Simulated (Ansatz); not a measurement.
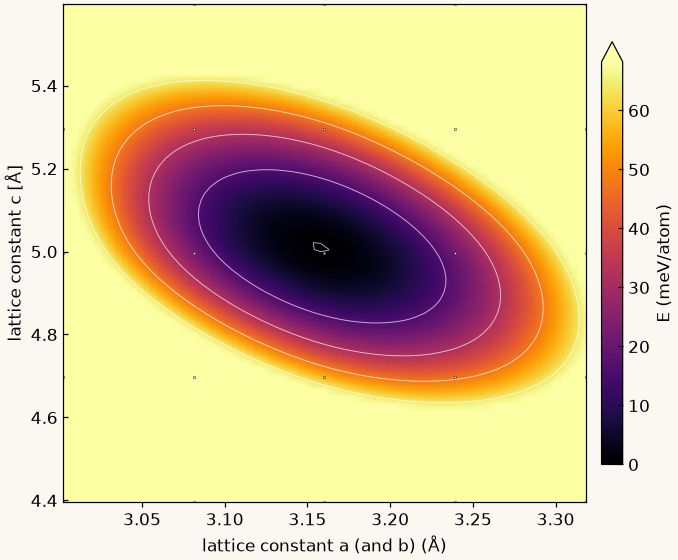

Hf (P6_3/mmc, No. 194; 2 atoms in the cell). The energy is mapped over the lattice constants a and c of the conventional cell. Coordinates scanned: (1) lattice constant a (and b); (2) lattice constant c. Nothing is relaxed (symmetry fixes all fractional coordinates). The grid has 5 × 5 points. Points are written as (first, second). Energies are in meV/atom, from the lowest grid point. Level of theory: Ansatz, DFT PBEsol, scalar-relativistic, plane waves, PAW. Settings: cutoff 420 eV, k-mesh 18×18×10 in the order of the run's cell vectors, gaussian smearing 0.15 eV, no spin polarisation.

Drawn: a smooth colour map with a few white contour lines, dots at the grid points, one colour for all values above the top of the scale. Between grid points the surface is interpolated.

### Where is the minimum, and how stiff is the well along each coordinate?

The interpolated minimum is at lattice constant a (and b) ≈ 3.160 Å, lattice constant c ≈ 4.996 Å. The curvatures there are about 14 eV/Å² and 2.2 eV/Å², with a cross term of about 2.5 eV/Å² (per cell of 2 atoms). Round the minimum the valley is somewhat tilted: raising lattice constant a (and b) shifts the best value of lattice constant c downwards (coupling k₁₂/√(k₁₁k₂₂) about 0.4).
